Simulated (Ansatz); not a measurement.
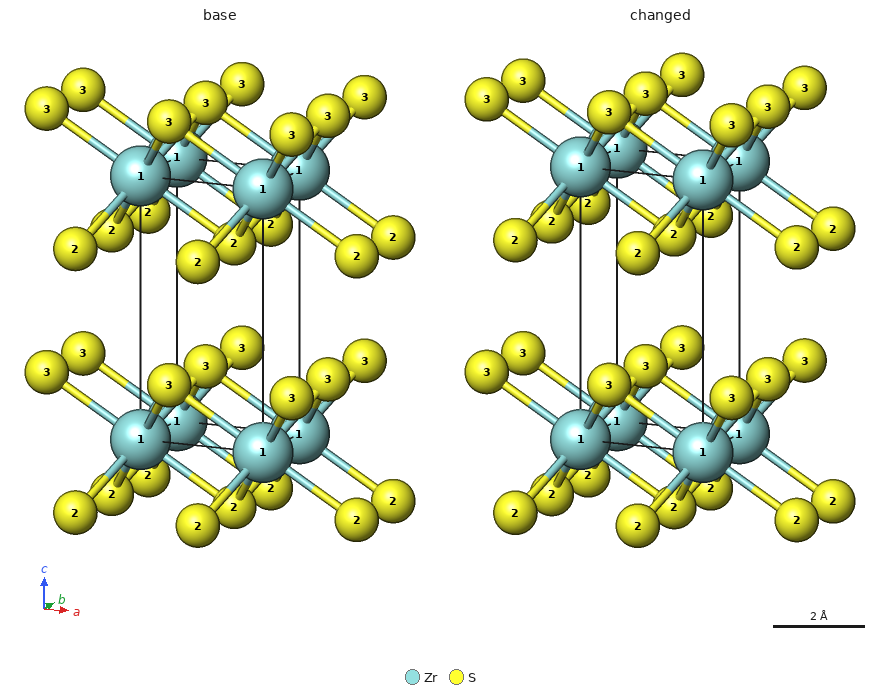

Left: crystalline ZrS₂ (built on the database structure type). Right: the same structure after one change, at the same scale. Style: ball-and-stick. Shown: the cell of the calculation, slightly off an axis.

All numbers below come from DFT, HSE06, plane waves, PAW in Ansatz 0.2.0. Settings: plane-wave cutoff 420 eV; k-point mesh 6 × 6 × 4; occupations fixed; no spin polarisation.

**What distinguishes the right structure from the left one?**

The cell is strained by +3.4 % along c and none across it (volume +3.4 %) and the S atoms are displaced by 0.04 Å relative to the cell: S2 0.04 Å along +c. No relaxation follows.

**What does the change do?**

The space group stays P-3m1 (No. 164). The energy falls by 5.7 meV per atom. The pressure goes from 0.1 to −0.3 GPa. The largest forces, 0.19 eV/Å, act on S2 and S3; on S2 it points along +c. The forces point along the displacements, not back (a soft direction, or forces left over where the reference was relaxed at another level) (cosine 1.00). The band gap goes from 1.67 to 1.81 eV.
